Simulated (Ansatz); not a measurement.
Given this structure:

```yaml
crystal:
  lattice:
    - [3.62049, 0.00000, 0.00000]
    - [0.00000, 3.62049, 0.00000]
    - [0.00000, 0.00000, 5.27871]
  atoms:
    - { symbol: Zr, position: [0.50000, 0.50000, 0.50000] }
    - { symbol: Zr, position: [0.00000, 0.00000, 0.00000] }
    - { symbol: O, position: [0.00000, 0.50000, 0.69335] }
    - { symbol: O, position: [0.50000, 0.00000, 0.80665] }
    - { symbol: O, position: [0.50000, 0.00000, 0.30665] }
    - { symbol: O, position: [0.00000, 0.50000, 0.19335] }
```

**What crystal do these data define?**

Formula: ZrO₂. Space group P4_2/nmc (No. 137), lattice primitive tetragonal. It has 6 atoms to the cell (2 Zr, 4 O). The polyhedra are ZrO8 cubes; they share edges. Each Zr has eight O in a distorted cubic arrangement at 2.08 to 2.43 Å. About every O there are four Zr in a distorted tetrahedral arrangement at 2.08 to 2.43 Å. Not all metal-metal contacts are counted. The bonds build a three-dimensional framework.

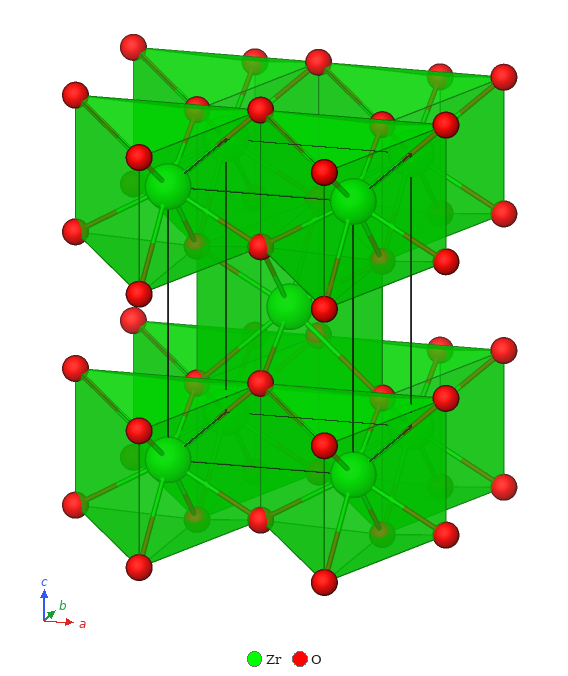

View slightly off an axis, drawn as a polyhedral model. Lines trace the edges of the conventional unit cell. Some neighbours outside the box are added. Colours: zirconium green, oxygen red.

Provenance: a structure listed in the Materials Project, with elements exchanged, so it need not be a known form of the compound. Earlier steps of the study may have refined or changed the cell and positions. A calculation with Ansatz used it as input.
